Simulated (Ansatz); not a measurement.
**Run report: B$_{48}$N$_{48}$, single-point calculation (part 2 of 2)**

B$_{48}$N$_{48}$ (P6₃mc, 96 atoms in the cell); DFT, r2SCAN, PAW, plane waves (Ansatz 0.2.0); cutoff 500 eV, 1×1×1 k-mesh, Fermi–Dirac smearing of 0.01 eV. The structure was built on a prototype by a generator.

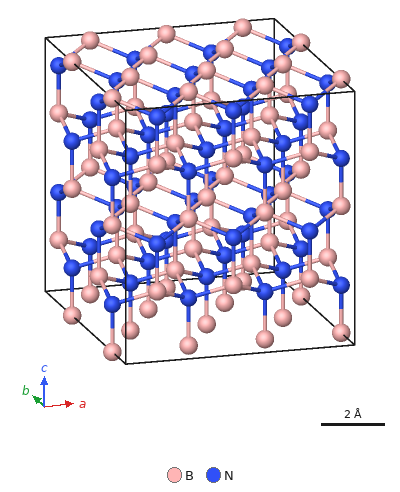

Fig. 1: The structure (ball-and-stick view of the cell of the calculation, seen slightly off an axis).

Output, continued
```
--- Forces (eV/Å), atoms counted from 1 ---
  atom   1  B      0.01134871     0.00178271    -0.00891097
  atom   2  B      0.01133829     0.00177728    -0.00890792
  atom   3  B      0.01142624     0.00178800    -0.00889602
  atom   4  B      0.01142709     0.00179595    -0.00889496
  atom   5  B      0.01126080     0.00179142    -0.00888979
  atom   6  B      0.01126812     0.00179809    -0.00889889
  atom   7  B      0.01134337     0.00178869    -0.00890645
  atom   8  B      0.01134855     0.00178132    -0.00891293
  atom   9  B      0.01126368     0.00179545    -0.00889596
  atom  10  B      0.01127335     0.00179432    -0.00890138
  atom  11  B      0.01135235     0.00178570    -0.00890906
  atom  12  B      0.01134789     0.00177879    -0.00890453
  atom  13  B      0.01143304     0.00179146    -0.00889098
  atom  14  B      0.01142236     0.00179267    -0.00889935
  atom  15  B      0.01126002     0.00179537    -0.00889154
  atom  16  B      0.01126455     0.00178849    -0.00889969
  atom  17  B      0.01142566     0.00179009    -0.00889658
  atom  18  B      0.01142280     0.00179487    -0.00889860
  atom  19  B      0.01126228     0.00179445    -0.00890260
  atom  20  B      0.01126773     0.00179398    -0.00889561
  atom  21  B      0.01135051     0.00178250    -0.00890821
  atom  22  B      0.01134518     0.00177997    -0.00890470
  atom  23  B      0.01142802     0.00178886    -0.00889944
  atom  24  B      0.01142890     0.00179922    -0.00889549
  atom  25  B     -0.00872440    -0.00122987    -0.00928809
  atom  26  B     -0.00872863    -0.00121707    -0.00927909
  atom  27  B     -0.00864520    -0.00119970    -0.00929437
  atom  28  B     -0.00865113    -0.00120717    -0.00928741
  atom  29  B     -0.00864731    -0.00120403    -0.00929406
  atom  30  B     -0.00864915    -0.00120860    -0.00929036
  atom  31  B     -0.00857677    -0.00122004    -0.00928401
  atom  32  B     -0.00856369    -0.00121809    -0.00928623
  atom  33  B     -0.00872336    -0.00122176    -0.00928554
  atom  34  B     -0.00872638    -0.00121933    -0.00928164
  atom  35  B     -0.00864186    -0.00120237    -0.00929233
  atom  36  B     -0.00865569    -0.00120196    -0.00928665
  atom  37  B     -0.00857421    -0.00122059    -0.00927725
  atom  38  B     -0.00856823    -0.00122623    -0.00928493
  atom  39  B     -0.00872388    -0.00122240    -0.00927858
  atom  40  B     -0.00873119    -0.00121687    -0.00928151
  atom  41  B     -0.00865525    -0.00120104    -0.00929114
  atom  42  B     -0.00864578    -0.00120958    -0.00929018
  atom  43  B     -0.00857656    -0.00122158    -0.00928914
  atom  44  B     -0.00856601    -0.00122052    -0.00928238
  atom  45  B     -0.00856714    -0.00122268    -0.00928102
  atom  46  B     -0.00857375    -0.00122031    -0.00928396
  atom  47  B     -0.00872735    -0.00121809    -0.00928153
  atom  48  B     -0.00872422    -0.00121861    -0.00928461
  atom  49  N      0.00881952     0.00140175     0.00912668
  atom  50  N      0.00881565     0.00140045     0.00913325
  atom  51  N      0.00892298     0.00143592     0.00911184
  atom  52  N      0.00892608     0.00144255     0.00911842
  atom  53  N      0.00871010     0.00143729     0.00911377
  atom  54  N      0.00871361     0.00144273     0.00911627
  atom  55  N      0.00881917     0.00140354     0.00912813
  atom  56  N      0.00881551     0.00140256     0.00913272
  atom  57  N      0.00870987     0.00143859     0.00911802
  atom  58  N      0.00871085     0.00143691     0.00911708
  atom  59  N      0.00881432     0.00140488     0.00912783
  atom  60  N      0.00881878     0.00140007     0.00913250
  atom  61  N      0.00892446     0.00143954     0.00911379
  atom  62  N      0.00892212     0.00144058     0.00911803
  atom  63  N      0.00871040     0.00143993     0.00911329
  atom  64  N      0.00871091     0.00144236     0.00911933
  atom  65  N      0.00892797     0.00143951     0.00911588
  atom  66  N      0.00892023     0.00144087     0.00911824
  atom  67  N      0.00870863     0.00144303     0.00911437
  atom  68  N      0.00871484     0.00143649     0.00911808
  atom  69  N      0.00881956     0.00140544     0.00912614
  atom  70  N      0.00881691     0.00140372     0.00913251
  atom  71  N      0.00892230     0.00144133     0.00911708
  atom  72  N      0.00892466     0.00144174     0.00912072
  atom  73  N     -0.01162268    -0.00201924     0.00907932
  atom  74  N     -0.01162282    -0.00201235     0.00908121
  atom  75  N     -0.01151737    -0.00197467     0.00909268
  atom  76  N     -0.01151573    -0.00197886     0.00909642
  atom  77  N     -0.01151513    -0.00197638     0.00909455
  atom  78  N     -0.01151496    -0.00197911     0.00909447
  atom  79  N     -0.01141029    -0.00201367     0.00908125
  atom  80  N     -0.01140734    -0.00201405     0.00907976
  atom  81  N     -0.01162044    -0.00201426     0.00907828
  atom  82  N     -0.01162238    -0.00201419     0.00908314
  atom  83  N     -0.01150888    -0.00197717     0.00909426
  atom  84  N     -0.01152066    -0.00197771     0.00909734
  atom  85  N     -0.01140758    -0.00201049     0.00908279
  atom  86  N     -0.01140749    -0.00201525     0.00907762
  atom  87  N     -0.01161782    -0.00201414     0.00908149
  atom  88  N     -0.01162237    -0.00201123     0.00907947
  atom  89  N     -0.01151649    -0.00197655     0.00909576
  atom  90  N     -0.01151090    -0.00197683     0.00909549
  atom  91  N     -0.01141312    -0.00201677     0.00908114
  atom  92  N     -0.01140356    -0.00201554     0.00908285
  atom  93  N     -0.01140840    -0.00201486     0.00908049
  atom  94  N     -0.01141196    -0.00201091     0.00907857
  atom  95  N     -0.01162328    -0.00201437     0.00908292
  atom  96  N     -0.01162102    -0.00201640     0.00907862
  max |Σ_I F_I| component: 4.86e-4 eV/Å
--- Band table (eV) ---
  k-point 0: bands = ["-9.9727", "-9.2807", "-9.2120", "-9.0549", "-8.5403", "-8.3949", "-8.3225", "-7.9715", "-7.7916", "-7.6909", ... 78 levels left out ..., "3.7821", "3.7841", "3.9881", "4.0342", "4.0565", "4.0730", "4.1038", "4.2610", "4.4124", "4.4657", "4.7493", "4.8064", "4.9569", "5.0431", "5.2628", "5.2901", "5.3708", "5.3791", "5.4983", "5.6298", "5.6811", "5.7126", "5.7537", "5.7574", "5.7616", "5.8632", "5.9810", "6.0018", "6.0022",
      "6.0611", "6.0850", "6.1812", "6.2206", "6.2375", "6.2581", "6.2904", "6.4142", "6.4951", "6.5725", "6.8091", "6.8447", "6.8640", "6.8644", "6.9523", "6.9561", "6.9943", "7.0079", "7.0576", "7.0635", "7.0722", "7.1017", "7.1247", "7.1930", "7.2713", "7.2791", "7.3270", "7.3437", "7.3602", "7.4145", "7.6047", "7.7420", "7.8948", "7.9403", "7.9559", "7.9617", "7.9978", "8.0748", "8.0901", "8.1286",
      "8.1298", "8.1449", "8.1680", "8.1721", "8.1917", "8.2256", "8.2976", "8.3752", "8.3783", "8.4074", "8.4117", "8.4558", "8.5130", "8.5215", "8.5966", "8.6363", "8.7222", "8.7656", "8.8053", "9.0256", "9.0540", "9.1074", "9.1709", "9.1795", "9.2722", "9.4800", "9.7173", "9.7302", "9.9298", "9.9426", "10.0535", "10.0915", "10.1717", "10.5707", "10.9192", "17.9300", "17.9336", "18.4302", "18.7038", "18.7500",
      "18.8776", "19.1097", "19.1423", "19.1742", "19.3008", "19.3086", "19.3088", "19.3362", "19.3999", "19.5225", "19.5374", "19.6016", "19.6845", "19.7426", "19.8023", "19.8290", "19.8607", "19.8639", "19.9307", "19.9611", "20.1141", "20.1860", "20.2335", "20.2979", "20.3530", "20.4446", "20.7489", "20.8455", "20.8474", "20.8642", "20.8878", "21.0487", "21.0758", "21.0849", "21.2028", "21.2213", "21.2218", "21.3898", "21.4435", "21.4892",
      "21.6653", "21.7234", "21.7682", "21.8045", "21.9433", "22.1970", "22.2225", "22.2526", "22.2822", "22.2937", "22.3076", "22.3268", "22.4397", "22.5302", "22.5509", "22.6188", "22.6493", "22.6516", "22.6940", "22.6940", "22.7160", "22.7319", "22.7370", "22.7715", "22.9123", "22.9365", "23.0015", "23.0708", "23.1224", "23.1424", "23.1876", "23.1978", "23.2189", "23.2641", "23.3176", "23.3267", "23.3801", "23.5325", "23.5402", "23.5838",
      "23.7275", "23.7409", "23.7802", "23.7837", "23.9358", "23.9633", "24.0082", "24.0160", "24.1034", "24.1183", "24.2617"]
--- Löwdin populations: 96 sites ---
  site symbol       q [e]
     0      B      2.6359
     1      B      2.6359
     2      B      2.6359
     3      B      2.6359
     4      B      2.6359
     5      B      2.6359
     6      B      2.6359
     7      B      2.6359
     8      B      2.6359
     9      B      2.6359
    10      B      2.6359
    11      B      2.6359
    12      B      2.6359
    13      B      2.6359
    14      B      2.6359
    15      B      2.6359
    16      B      2.6359
    17      B      2.6359
    18      B      2.6359
    19      B      2.6359
    20      B      2.6359
    21      B      2.6359
    22      B      2.6359
    23      B      2.6359
    24      B      2.6359
    25      B      2.6359
    26      B      2.6359
    27      B      2.6359
    28      B      2.6359
    29      B      2.6359
    30      B      2.6359
    31      B      2.6359
    32      B      2.6359
    33      B      2.6359
    34      B      2.6359
    35      B      2.6359
    36      B      2.6359
    37      B      2.6359
    38      B      2.6359
    39      B      2.6359
    40      B      2.6359
    41      B      2.6359
    42      B      2.6359
    43      B      2.6359
    44      B      2.6359
    45      B      2.6359
    46      B      2.6359
    47      B      2.6359
    48      N      5.3326
    49      N      5.3326
    50      N      5.3326
    51      N      5.3326
    52      N      5.3326
    53      N      5.3326
    54      N      5.3326
    55      N      5.3326
    56      N      5.3326
    57      N      5.3326
    58      N      5.3326
    59      N      5.3326
    60      N      5.3326
    61      N      5.3326
    62      N      5.3326
    63      N      5.3326
    64      N      5.3326
    65      N      5.3326
    66      N      5.3326
    67      N      5.3326
    68      N      5.3326
    69      N      5.3326
    70      N      5.3326
    71      N      5.3326
    72      N      5.3326
    73      N      5.3326
    74      N      5.3326
    75      N      5.3326
    76      N      5.3326
    77      N      5.3326
    78      N      5.3326
    79      N      5.3326
    80      N      5.3326
    81      N      5.3326
    82      N      5.3326
    83      N      5.3326
    84      N      5.3326
    85      N      5.3326
    86      N      5.3326
    87      N      5.3326
    88      N      5.3326
    89      N      5.3326
    90      N      5.3326
    91      N      5.3326
    92      N      5.3326
    93      N      5.3326
    94      N      5.3326
    95      N      5.3326
  spilling = 0.003935 (of n_electrons = 384.000000)
```

Key numbers

| quantity | value |
| --- | --- |
| outcome | converged |
| space group (tolerance 0.01 Å) | P6₃mc (186) |
| electrons treated | 384 |
| free energy | −26110.4934 eV |
| Fermi energy | 14.422 eV |
| largest force (length of the vector) | 0.015 eV/Å |
| hardware | 8 threads of Arm Neoverse-V1, 18 GiB of memory available, shared host |
| wall time | 27 s (CPU time 3.4 min) |
| peak memory | 2.5 GiB |

Notes

The k-point mesh is coarse for a cell of this size, so the results may not be converged.
